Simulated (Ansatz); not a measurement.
## Run report: ZrO, geometry relaxation (part 2 of 3)

Continued. System: ZrO (4 atoms in the cell). Method: DFT PBE, scalar-relativistic, plane waves, PAW, no spin polarisation (Ansatz 0.2.0); cutoff 420 eV, 12×12×10 k-mesh, Gaussian smearing of 0.1 eV. The structure was made by a generator, so it may or may not be a known phase.

Geometry of the input (Å; fractional positions):
```
3.6644  0.0000  0.0000
0.0000  3.6644  0.0000
0.0000  0.0000  5.1823
Zr 0.5000  0.5000  0.2500
Zr 0.5000  0.5000  0.7500
O  0.0000  0.5000  0.0000
O  0.5000  0.0000  0.5000
```

What the program printed, continued:
```
SCF iter   1: F=—  HF=-9505.216648 eV  |F-HF|=—  |Δ(HF+E_count)|=         —  Δρ=3.88e-4  dr2=1.43e-4  ethr=3.66e-7  ⟨swp⟩=2.0  Hψ=20543  notcnv=0
preconditioner: auto → Kerker (q_TF=auto, 2.496 Å⁻¹)  [metal: Δε(μ)=0.010 eV  Ē_g=9.226 eV  σ=0.100 eV  W_gap=0.05  n_scr=16 (ndim 8)  ℏωp=21.2 eV  f_vac=0.000  D(μ)=3.23/eV (n_scr^D=36)]
SCF iter   2: F=—  HF=-9505.216619 eV  |F-HF|=—  |Δ(HF+E_count)|=   2.87e-5  Δρ=2.30e-4  dr2=5.51e-5  ethr=3.66e-7  ⟨swp⟩=1.2  Hψ=3750  notcnv=0
SCF iter   3: F=—  HF=-9505.216942 eV  |F-HF|=—  |Δ(HF+E_count)|=   3.23e-4  Δρ=1.11e-4  dr2=7.31e-6  ethr=1.53e-7  ⟨swp⟩=2.2  Hψ=5384  notcnv=0
SCF iter   4: F=—  HF=-9505.216940 eV  |F-HF|=—  |Δ(HF+E_count)|=   1.46e-6  Δρ=3.21e-5  dr2=7.08e-7  ethr=2.03e-8  ⟨swp⟩=2.0  Hψ=5110  notcnv=0
SCF iter   5: F=—  HF=-9505.216940 eV  |F-HF|=—  |Δ(HF+E_count)|=   2.38e-8  Δρ=9.35e-6  dr2=5.22e-8  ethr=1.97e-9  ⟨swp⟩=2.0  Hψ=4702  notcnv=0
SCF iter   6: F=-9505.216940 eV  HF=-9505.216940 eV  |F-HF|=9.51e-10  |Δ(HF+E_count)|=   9.82e-9  Δρ=2.06e-6  dr2=2.11e-9  ethr=9.37e-11  ⟨swp⟩=4.0  Hψ=12319  notcnv=0
SCF 7 converged in 6 iterations: F = -9505.216940 eV  dr2 = 2.11e-9
relax step   7: F+E_penalty+E_count = -9505.21694036 eV  Δ(F+E_penalty+E_count) = -1.292e-4 eV  max|allowed force component| = 1.769e-16 eV/Å  Δτ_max = 0.0000 Å  P = +0.005 GPa  Ω = 61.419 Å³  energy of the carried Pulay correction = +1.832e-2 eV  (6 SCF iters, dr2 threshold 3.37e-8 eV, accepted)
Basis set: ecut = 420 eV, 1211 PW (Γ), exchange–correlation on 48×48×80 points (8 copies of the dense FFT grid, shifted against one another)
Initial wavefunctions: pseudopotential atomic-orbital guess (no wavefunctions were taken with the density)
iter 1 solved again at ethr=6.11e-7 eV; its pass at ethr=3.10e-3 eV (dr2=2.20e-4 eV) is discarded
SCF iter   1: F=—  HF=-9505.250812 eV  |F-HF|=—  |Δ(HF+E_count)|=         —  Δρ=1.38e-3  dr2=1.81e-4  ethr=6.11e-7  ⟨swp⟩=2.9  Hψ=23614  notcnv=0
preconditioner: auto → Kerker (q_TF=auto, 2.496 Å⁻¹)  [metal: Δε(μ)=0.007 eV  Ē_g=9.228 eV  σ=0.100 eV  W_gap=0.04  n_scr=16 (ndim 8)  ℏωp=21.2 eV  f_vac=0.000  D(μ)=3.23/eV (n_scr^D=36)]
SCF iter   2: F=—  HF=-9505.251178 eV  |F-HF|=—  |Δ(HF+E_count)|=   3.66e-4  Δρ=7.00e-4  dr2=4.48e-5  ethr=5.02e-7  ⟨swp⟩=2.0  Hψ=5007  notcnv=0
SCF iter   3: F=—  HF=-9505.251327 eV  |F-HF|=—  |Δ(HF+E_count)|=   1.49e-4  Δρ=2.60e-4  dr2=6.86e-6  ethr=1.24e-7  ⟨swp⟩=2.2  Hψ=5115  notcnv=0
SCF iter   4: F=—  HF=-9505.251345 eV  |F-HF|=—  |Δ(HF+E_count)|=   1.84e-5  Δρ=1.66e-5  dr2=1.11e-7  ethr=1.90e-8  ⟨swp⟩=2.0  Hψ=5306  notcnv=0
SCF iter   5: F=—  HF=-9505.251346 eV  |F-HF|=—  |Δ(HF+E_count)|=   9.77e-7  Δρ=2.68e-6  dr2=5.12e-9  ethr=3.09e-10  ⟨swp⟩=2.3  Hψ=5502  notcnv=0
SCF iter   6: F=—  HF=-9505.251346 eV  |F-HF|=—  |Δ(HF+E_count)|=   1.29e-9  Δρ=7.23e-7  dr2=4.00e-10  ethr=1.42e-11  ⟨swp⟩=2.6  Hψ=5847  notcnv=0
SCF iter   7: F=-9505.251346 eV  HF=-9505.251346 eV  |F-HF|=3.64e-12  |Δ(HF+E_count)|=  1.56e-10  Δρ=1.85e-7  dr2=3.15e-11  ethr=1.00e-12  ⟨swp⟩=4.0  Hψ=13583  notcnv=0
SCF 8 converged in 7 iterations: F = -9505.251346 eV  dr2 = 3.15e-11
relax step   8: F+E_penalty+E_count = -9505.25134634 eV  Δ(F+E_penalty+E_count) = -3.441e-2 eV  max|allowed force component| = 1.769e-16 eV/Å  Δτ_max = 0.0000 Å  P = +0.548 GPa  Ω = 61.419 Å³  stress off target by 2.03e0 GPa  SCF on the basis re-selected at this cell (its energy is not comparable with the rows above)  (7 SCF iters)
basis re-selected at this cell: Δ(F+E_penalty+E_count) = -3.441e-2 eV, ΔP = +0.543 GPa vs the last step (what re-selecting the basis moved, of the pressure what is left beyond the Pulay correction that the steps carried, after the strain that the cell walked since its last selection, with what the two solves' SCF thresholds leave and, on support functions, any second-order correction that the steps lacked; it is no measure of the basis error at this ecutwfc). The dense FFT grid was sized anew with the basis: this SCF ran on 24×24×40 points, the steps before it on 25×25×36, so part of this shift can come from that change (see relax.cell in the input reference). This SCF's stress stands 2.03e0 GPa from its target on what of the cell is left free (relax.cell.stress_tol is 5.00e-2 GPa) and its largest allowed force component is 1.77e-16 eV/Å (relax.f_tol is 1.00e-2 eV/Å): not within both, so this SCF does not close the relaxation
Crystal: 4 atoms, lattice volume = 60.146 Å³
Basis set: ecut = 420 eV, 1205 PW (Γ), exchange–correlation on 48×48×80 points (8 copies of the dense FFT grid, shifted against one another)
iter 1 solved again at ethr=2.08e-4 eV; its pass at ethr=3.10e-3 eV (dr2=7.49e-2 eV) is discarded
SCF iter   1: F=—  HF=-9505.285278 eV  |F-HF|=—  |Δ(HF+E_count)|=         —  Δρ=8.84e-3  dr2=7.56e-2  ethr=2.08e-4  ⟨swp⟩=1.0  Hψ=22696  notcnv=0
preconditioner: auto → Kerker (q_TF=auto, 2.505 Å⁻¹)  [metal: Δε(μ)=0.018 eV  Ē_g=9.183 eV  σ=0.100 eV  W_gap=0.10  n_scr=16 (ndim 8)  ℏωp=21.4 eV  f_vac=0.000  D(μ)=2.66/eV (n_scr^D=20)]
SCF iter   2: F=—  HF=-9505.270206 eV  |F-HF|=—  |Δ(HF+E_count)|=   1.51e-2  Δρ=5.47e-3  dr2=3.18e-2  ethr=2.08e-4  ⟨swp⟩=1.2  Hψ=3727  notcnv=0
SCF iter   3: F=—  HF=-9505.259853 eV  |F-HF|=—  |Δ(HF+E_count)|=   1.04e-2  Δρ=9.80e-4  dr2=6.10e-4  ethr=8.82e-5  ⟨swp⟩=3.0  Hψ=6676  notcnv=0
SCF iter   4: F=—  HF=-9505.259824 eV  |F-HF|=—  |Δ(HF+E_count)|=   2.90e-5  Δρ=3.58e-4  dr2=6.85e-5  ethr=1.69e-6  ⟨swp⟩=2.3  Hψ=5405  notcnv=0
SCF iter   5: F=—  HF=-9505.259960 eV  |F-HF|=—  |Δ(HF+E_count)|=   1.37e-4  Δρ=8.60e-5  dr2=4.07e-6  ethr=1.90e-7  ⟨swp⟩=2.1  Hψ=4755  notcnv=0
SCF iter   6: F=-9505.259962 eV  HF=-9505.259962 eV  |F-HF|=1.11e-7  |Δ(HF+E_count)|=   1.82e-6  Δρ=2.00e-5  dr2=2.26e-7  ethr=1.11e-9  ⟨swp⟩=6.2  Hψ=17117  notcnv=0
the search or the solves at the SCF's close seem to have found levels that the self-consistency loop had missed (the run counts 1). By its estimate they hold under 1e-12 electrons; where the run keeps them, the occupations were computed again with them
SCF 9 converged in 6 iterations: F = -9505.259962 eV  dr2 = 2.26e-7
relax step   9: F+E_penalty+E_count = -9505.25996224 eV  Δ(F+E_penalty+E_count) = -8.616e-3 eV  max|allowed force component| = 9.714e-17 eV/Å  Δτ_max = 0.0000 Å  P = +0.967 GPa  Ω = 60.146 Å³  energy of the carried Pulay correction = +3.392e-3 eV  (6 SCF iters, dr2 threshold 4.00e-7 eV, accepted)
Crystal: 4 atoms, lattice volume = 60.986 Å³
Basis set: ecut = 420 eV, 1213 PW (Γ), exchange–correlation on 48×48×80 points (8 copies of the dense FFT grid, shifted against one another)
iter 1 solved again at ethr=3.68e-5 eV; its pass at ethr=3.10e-3 eV (dr2=1.32e-2 eV) is discarded
SCF iter   1: F=—  HF=-9505.266269 eV  |F-HF|=—  |Δ(HF+E_count)|=         —  Δρ=3.76e-3  dr2=1.36e-2  ethr=3.68e-5  ⟨swp⟩=1.0  Hψ=21379  notcnv=0
preconditioner: auto → Kerker (q_TF=auto, 2.499 Å⁻¹)  [metal: Δε(μ)=0.007 eV  Ē_g=9.214 eV  σ=0.100 eV  W_gap=0.04  n_scr=16 (ndim 8)  ℏωp=21.3 eV  f_vac=0.000  D(μ)=2.53/eV (n_scr^D=16)]
SCF iter   2: F=—  HF=-9505.263632 eV  |F-HF|=—  |Δ(HF+E_count)|=   2.64e-3  Δρ=2.34e-3  dr2=5.76e-3  ethr=3.68e-5  ⟨swp⟩=1.2  Hψ=3734  notcnv=0
SCF iter   3: F=—  HF=-9505.261830 eV  |F-HF|=—  |Δ(HF+E_count)|=   1.80e-3  Δρ=5.73e-4  dr2=1.97e-4  ethr=1.60e-5  ⟨swp⟩=2.9  Hψ=6520  notcnv=0
SCF iter   4: F=—  HF=-9505.261906 eV  |F-HF|=—  |Δ(HF+E_count)|=   7.56e-5  Δρ=3.93e-4  dr2=8.27e-5  ethr=5.47e-7  ⟨swp⟩=2.0  Hψ=5239  notcnv=0
SCF iter   5: F=—  HF=-9505.261896 eV  |F-HF|=—  |Δ(HF+E_count)|=   1.01e-5  Δρ=7.03e-5  dr2=2.44e-6  ethr=2.30e-7  ⟨swp⟩=2.0  Hψ=4888  notcnv=0
SCF iter   6: F=-9505.261897 eV  HF=-9505.261897 eV  |F-HF|=8.81e-8  |Δ(HF+E_count)|=   1.22e-6  Δρ=1.66e-5  dr2=1.51e-7  ethr=1.11e-9  ⟨swp⟩=5.4  Hψ=16735  notcnv=0
the search or the solves at the SCF's close seem to have found levels that the self-consistency loop had missed (the run counts 2). By its estimate they hold under 1e-12 electrons; where the run keeps them, the occupations were computed again with them
SCF 10 converged in 6 iterations: F = -9505.261897 eV  dr2 = 1.51e-7
relax step  10: F+E_penalty+E_count = -9505.26189712 eV  Δ(F+E_penalty+E_count) = -1.935e-3 eV  max|allowed force component| = 1.600e-16 eV/Å  Δτ_max = 0.0000 Å  P = -0.017 GPa  Ω = 60.986 Å³  energy of the carried Pulay correction = +1.221e-3 eV  (6 SCF iters, dr2 threshold 4.00e-7 eV, accepted)
Crystal: 4 atoms, lattice volume = 60.874 Å³
iter 1 solved again at ethr=1.63e-6 eV; its pass at ethr=3.10e-3 eV (dr2=5.88e-4 eV) is discarded
SCF iter   1: F=—  HF=-9505.262528 eV  |F-HF|=—  |Δ(HF+E_count)|=         —  Δρ=8.09e-4  dr2=6.35e-4  ethr=1.63e-6  ⟨swp⟩=2.0  Hψ=20715  notcnv=0
preconditioner: auto → Kerker (q_TF=auto, 2.500 Å⁻¹)  [metal: Δε(μ)=0.014 eV  Ē_g=9.199 eV  σ=0.100 eV  W_gap=0.08  n_scr=16 (ndim 8)  ℏωp=21.3 eV  f_vac=0.000  D(μ)=2.39/eV (n_scr^D=16)]
SCF iter   2: F=—  HF=-9505.262401 eV  |F-HF|=—  |Δ(HF+E_count)|=   1.26e-4  Δρ=4.94e-4  dr2=2.58e-4  ethr=1.63e-6  ⟨swp⟩=1.3  Hψ=3754  notcnv=0
SCF iter   3: F=—  HF=-9505.262318 eV  |F-HF|=—  |Δ(HF+E_count)|=   8.32e-5  Δρ=1.78e-4  dr2=1.96e-5  ethr=7.15e-7  ⟨swp⟩=2.7  Hψ=6224  notcnv=0
SCF iter   4: F=—  HF=-9505.262411 eV  |F-HF|=—  |Δ(HF+E_count)|=   9.23e-5  Δρ=6.81e-5  dr2=2.77e-6  ethr=5.46e-8  ⟨swp⟩=2.0  Hψ=5118  notcnv=0
SCF iter   5: F=—  HF=-9505.262411 eV  |F-HF|=—  |Δ(HF+E_count)|=   6.10e-8  Δρ=1.82e-5  dr2=1.82e-7  ethr=7.69e-9  ⟨swp⟩=2.3  Hψ=5318  notcnv=0
SCF iter   6: F=-9505.262411 eV  HF=-9505.262411 eV  |F-HF|=3.36e-9  |Δ(HF+E_count)|=   4.65e-8  Δρ=3.74e-6  dr2=7.60e-9  ethr=3.20e-10  ⟨swp⟩=4.1  Hψ=12035  notcnv=0
SCF 11 converged in 6 iterations: F = -9505.262411 eV  dr2 = 7.60e-9
relax step  11: F+E_penalty+E_count = -9505.26241055 eV  Δ(F+E_penalty+E_count) = -5.134e-4 eV  max|allowed force component| = 1.301e-16 eV/Å  Δτ_max = 0.0000 Å  P = +0.005 GPa  Ω = 60.874 Å³  energy of the carried Pulay correction = +1.521e-3 eV  (6 SCF iters, dr2 threshold 1.15e-7 eV, accepted)
Basis set: ecut = 420 eV, 1213 PW (Γ), exchange–correlation on 48×48×90 points (8 copies of the dense FFT grid, shifted against one another)
iter 1 solved again at ethr=3.15e-8 eV; its pass at ethr=3.10e-3 eV (dr2=1.13e-5 eV) is discarded
SCF iter   1: F=—  HF=-9505.261680 eV  |F-HF|=—  |Δ(HF+E_count)|=         —  Δρ=1.60e-4  dr2=1.64e-6  ethr=3.15e-8  ⟨swp⟩=3.5  Hψ=26152  notcnv=0
preconditioner: auto → Kerker (q_TF=auto, 2.500 Å⁻¹)  [metal: Δε(μ)=0.021 eV  Ē_g=9.202 eV  σ=0.100 eV  W_gap=0.12  n_scr=16 (ndim 8)  ℏωp=21.3 eV  f_vac=0.000  D(μ)=2.39/eV (n_scr^D=16)]
SCF iter   2: F=—  HF=-9505.261697 eV  |F-HF|=—  |Δ(HF+E_count)|=   1.68e-5  Δρ=8.37e-5  dr2=4.64e-7  ethr=4.56e-9  ⟨swp⟩=2.3  Hψ=4840  notcnv=0
SCF iter   3: F=—  HF=-9505.261702 eV  |F-HF|=—  |Δ(HF+E_count)|=   5.25e-6  Δρ=1.60e-5  dr2=1.02e-7  ethr=1.29e-9  ⟨swp⟩=2.0  Hψ=5406  notcnv=0
SCF iter   4: F=—  HF=-9505.261702 eV  |F-HF|=—  |Δ(HF+E_count)|=   2.64e-9  Δρ=2.19e-6  dr2=1.39e-9  ethr=2.84e-10  ⟨swp⟩=2.0  Hψ=5068  notcnv=0
SCF iter   5: F=—  HF=-9505.261702 eV  |F-HF|=—  |Δ(HF+E_count)|=   2.35e-9  Δρ=3.59e-7  dr2=7.87e-11  ethr=3.87e-12  ⟨swp⟩=2.0  Hψ=5156  notcnv=0
SCF iter   6: F=-9505.261702 eV  HF=-9505.261702 eV  |F-HF|=1.82e-12  |Δ(HF+E_count)|=  3.46e-11  Δρ=1.24e-7  dr2=9.78e-12  ethr=1.00e-12  ⟨swp⟩=4.0  Hψ=13530  notcnv=0
SCF 12 converged in 6 iterations: F = -9505.261702 eV  dr2 = 9.78e-12
relax step  12: F+E_penalty+E_count = -9505.26170187 eV  Δ(F+E_penalty+E_count) = +7.087e-4 eV  max|allowed force component| = 1.301e-16 eV/Å  Δτ_max = 0.0000 Å  P = -0.018 GPa  Ω = 60.874 Å³  stress off target by 1.01e-1 GPa  SCF on the basis re-selected at this cell (its energy is not comparable with the rows above)  (6 SCF iters)
basis re-selected at this cell: Δ(F+E_penalty+E_count) = +7.087e-4 eV, ΔP = -0.023 GPa vs the last step (what re-selecting the basis moved, of the pressure what is left beyond the Pulay correction that the steps carried, after the strain that the cell walked since its last selection, with what the two solves' SCF thresholds leave and, on support functions, any second-order correction that the steps lacked; it is no measure of the basis error at this ecutwfc). The dense FFT grid was sized anew with the basis: this SCF ran on 24×24×45 points, the steps before it on 24×24×40, so part of this shift can come from that change (see relax.cell in the input reference). This SCF's stress stands 1.01e-1 GPa from its target on what of the cell is left free (relax.cell.stress_tol is 5.00e-2 GPa) and its largest allowed force component is 1.30e-16 eV/Å (relax.f_tol is 1.00e-2 eV/Å): not within both, so this SCF does not close the relaxation
Crystal: 4 atoms, lattice volume = 60.816 Å³
iter 1 solved again at ethr=3.99e-7 eV; its pass at ethr=3.10e-3 eV (dr2=1.44e-4 eV) is discarded
SCF iter   1: F=—  HF=-9505.261968 eV  |F-HF|=—  |Δ(HF+E_count)|=         —  Δρ=4.00e-4  dr2=1.55e-4  ethr=3.99e-7  ⟨swp⟩=2.0  Hψ=20516  notcnv=0
preconditioner: auto → Kerker (q_TF=auto, 2.500 Å⁻¹)  [metal: Δε(μ)=0.012 eV  Ē_g=9.202 eV  σ=0.100 eV  W_gap=0.07  n_scr=16 (ndim 8)  ℏωp=21.3 eV  f_vac=0.000  D(μ)=2.37/eV (n_scr^D=16)]
SCF iter   2: F=—  HF=-9505.261937 eV  |F-HF|=—  |Δ(HF+E_count)|=   3.07e-5  Δρ=2.45e-4  dr2=6.35e-5  ethr=3.99e-7  ⟨swp⟩=1.3  Hψ=3756  notcnv=0
SCF iter   3: F=—  HF=-9505.261919 eV  |F-HF|=—  |Δ(HF+E_count)|=   1.79e-5  Δρ=8.39e-5  dr2=4.44e-6  ethr=1.76e-7  ⟨swp⟩=2.7  Hψ=6218  notcnv=0
SCF iter   4: F=—  HF=-9505.261919 eV  |F-HF|=—  |Δ(HF+E_count)|=   3.71e-7  Δρ=3.48e-5  dr2=7.17e-7  ethr=1.23e-8  ⟨swp⟩=2.0  Hψ=5141  notcnv=0
SCF iter   5: F=—  HF=-9505.261919 eV  |F-HF|=—  |Δ(HF+E_count)|=   2.06e-8  Δρ=9.21e-6  dr2=4.64e-8  ethr=1.99e-9  ⟨swp⟩=2.5  Hψ=5294  notcnv=0
SCF iter   6: F=-9505.261919 eV  HF=-9505.261919 eV  |F-HF|=8.51e-10  |Δ(HF+E_count)|=   1.16e-8  Δρ=1.82e-6  dr2=1.79e-9  ethr=7.11e-11  ⟨swp⟩=4.0  Hψ=13022  notcnv=0
SCF 13 converged in 6 iterations: F = -9505.261919 eV  dr2 = 1.79e-9
relax step  13: F+E_penalty+E_count = -9505.26191927 eV  Δ(F+E_penalty+E_count) = -2.174e-4 eV  max|allowed force component| = 1.388e-16 eV/Å  Δτ_max = 0.0000 Å  P = +0.001 GPa  Ω = 60.816 Å³  energy of the carried Pulay correction = +1.588e-4 eV  (6 SCF iters, dr2 threshold 2.56e-8 eV, accepted)
iter 1 solved again at ethr=2.89e-8 eV; its pass at ethr=3.10e-3 eV (dr2=1.04e-5 eV) is discarded
SCF iter   1: F=—  HF=-9505.261753 eV  |F-HF|=—  |Δ(HF+E_count)|=         —  Δρ=3.07e-5  dr2=2.39e-8  ethr=2.89e-8  ⟨swp⟩=3.5  Hψ=26179  notcnv=0
preconditioner: auto → Kerker (q_TF=auto, 2.500 Å⁻¹)  [metal: Δε(μ)=0.009 eV  Ē_g=9.204 eV  σ=0.100 eV  W_gap=0.05  n_scr=16 (ndim 8)  ℏωp=21.3 eV  f_vac=0.000  D(μ)=2.37/eV (n_scr^D=16)]
SCF iter   2: F=—  HF=-9505.261758 eV  |F-HF|=—  |Δ(HF+E_count)|=   4.56e-6  Δρ=1.57e-5  dr2=6.98e-9  ethr=6.65e-11  ⟨swp⟩=2.1  Hψ=5401  notcnv=0
SCF iter   3: F=—  HF=-9505.261758 eV  |F-HF|=—  |Δ(HF+E_count)|=   7.04e-7  Δρ=2.75e-6  dr2=1.53e-9  ethr=1.94e-11  ⟨swp⟩=2.0  Hψ=5141  notcnv=0
SCF iter   4: F=—  HF=-9505.261758 eV  |F-HF|=—  |Δ(HF+E_count)|=   1.15e-8  Δρ=5.37e-7  dr2=1.05e-10  ethr=4.25e-12  ⟨swp⟩=2.0  Hψ=5127  notcnv=0
SCF iter   5: F=-9505.261758 eV  HF=-9505.261758 eV  |F-HF|=1.82e-12  |Δ(HF+E_count)|=  4.66e-10  Δρ=1.65e-7  dr2=1.70e-11  ethr=1.00e-12  ⟨swp⟩=4.0  Hψ=12085  notcnv=0
SCF 14 converged in 5 iterations: F = -9505.261758 eV  dr2 = 1.70e-11
relax step  14: F+E_penalty+E_count = -9505.26175849 eV  Δ(F+E_penalty+E_count) = +1.608e-4 eV  max|allowed force component| = 1.006e-16 eV/Å  Δτ_max = 0.0000 Å  P = -0.002 GPa  Ω = 60.816 Å³  stress off target by 1.03e-2 GPa  SCF on the basis re-selected at this cell (its energy is not comparable with the rows above)  (5 SCF iters)
```

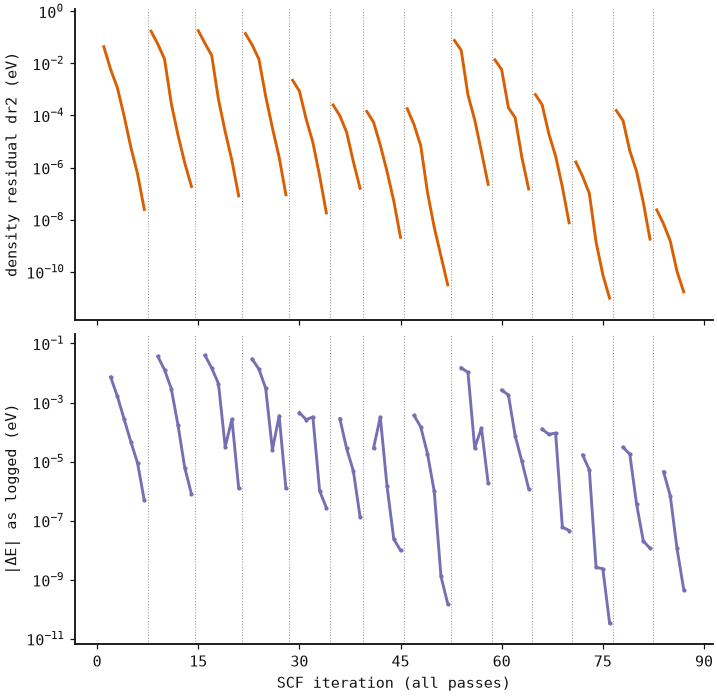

*Convergence of the self-consistent field: density residual dr2 and size of the energy change against the SCF iteration. The dotted lines part the SCF passes of the relaxation: geometry steps, rejected trials and re-solves on a re-selected basis.*

The 14 passes take 5 to 7 iterations each, 87 in all.
